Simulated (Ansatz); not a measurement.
## Electronic structure of KZnF3 in real space

```cif
data_structure
_symmetry_space_group_name_H-M 'P 1'
_symmetry_Int_Tables_number 1
_cell_length_a 5.7276
_cell_length_b 5.7276
_cell_length_c 4.0500
_cell_angle_alpha 90.000
_cell_angle_beta 90.000
_cell_angle_gamma 90.000
_cell_volume 132.86
loop_
_atom_site_label
_atom_site_type_symbol
_atom_site_fract_x
_atom_site_fract_y
_atom_site_fract_z
_atom_site_occupancy
K1 K 0.00000 0.00000 0.00000 1
K2 K 0.50000 0.50000 0.00000 1
Zn1 Zn 0.00000 0.50000 0.50000 1
Zn2 Zn 0.50000 0.00000 0.50000 1
F1 F 0.44762 0.00000 0.96296 1
F2 F 0.94762 0.50000 0.96296 1
F3 F 0.25000 0.25000 0.50000 1
F4 F 0.75000 0.75000 0.50000 1
F5 F 0.25000 0.75000 0.50000 1
F6 F 0.75000 0.25000 0.50000 1
```

Space group Cm; changed on purpose from its base cell (atom 3 (F) moved by (-0.300, -0.150) A along [1 1 0] and z); not relaxed (largest force 1.7 eV/Å).

Computed with DFT r2SCAN, scalar-relativistic, plane waves, PAW (Ansatz 0.2.0).

The density is the valence pseudo-density of a PAW calculation; it isn't the true density close to the nuclei.

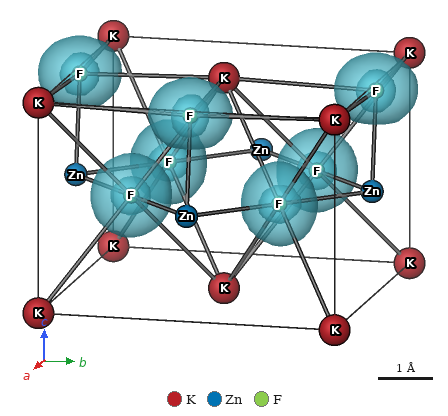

Figure 1. Isosurface of the electron localisation function at 0.75 (cyan), seen slightly off an axis. Only the valence region is drawn (cores and ρ < 0.01 e/Å³ removed). Sticks mark near contacts.

Identify the bonds, lone pairs and shells in this picture.

Answer. At this value the surface marks out six regions wrapped around F (the valence shell of each), counted in one cell of 10 atoms. Any copies at cell faces, edges or corners count once. Along the contacts the grid gives the following. Zn–F (1.90 Å): the ELF peaks at about 0.80 in the valence shell of F, 0.5 Å from its nucleus, and is about 0.15 at the midpoint (no localised pair shows between them). K–F (2.57 Å): the ELF is about 0.05 at the midpoint (an ionic contact with no shared pair).

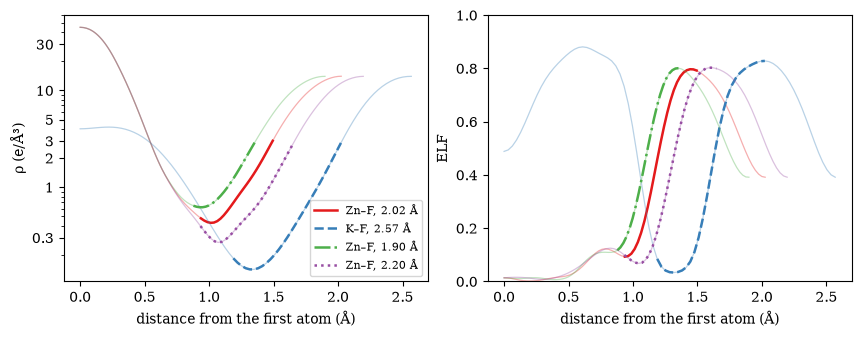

Figure 2. Valence electron density and electron localisation function along straight lines between neighbouring atoms. Thin, pale parts lie inside the atomic spheres.

Compare the contacts.

Answer. Zn–F (2.02 Å): the density is about 0.43 e/Å³ at the midpoint; the ELF peaks at about 0.80 in the valence shell of F, 0.6 Å from its nucleus, and is about 0.10 at the midpoint: no shared electron pair shows on this line.
K–F (2.57 Å): the density is about 0.15 e/Å³ at the midpoint; the ELF is about 0.05 at the midpoint (an ionic contact with no shared pair).
Zn–F (1.90 Å): ρ at the midpoint is about 0.62 e/Å³; the ELF peaks at about 0.80 in the valence shell of F, 0.5 Å from its nucleus, and is about 0.15 at the midpoint: no localised pair shows between them.
Zn–F (2.20 Å): the density is about 0.27 e/Å³ at the midpoint; the ELF peaks at about 0.80 in the valence shell of F, 0.6 Å from its nucleus, and drops to about 0.05 between the two atoms: no localised pair shows between them.

Does the calculation make it a metal, or give it a gap?

Answer. It is gapped, with a Kohn–Sham gap of 4.6 eV on the k-point mesh, an upper bound to the gap of this method.
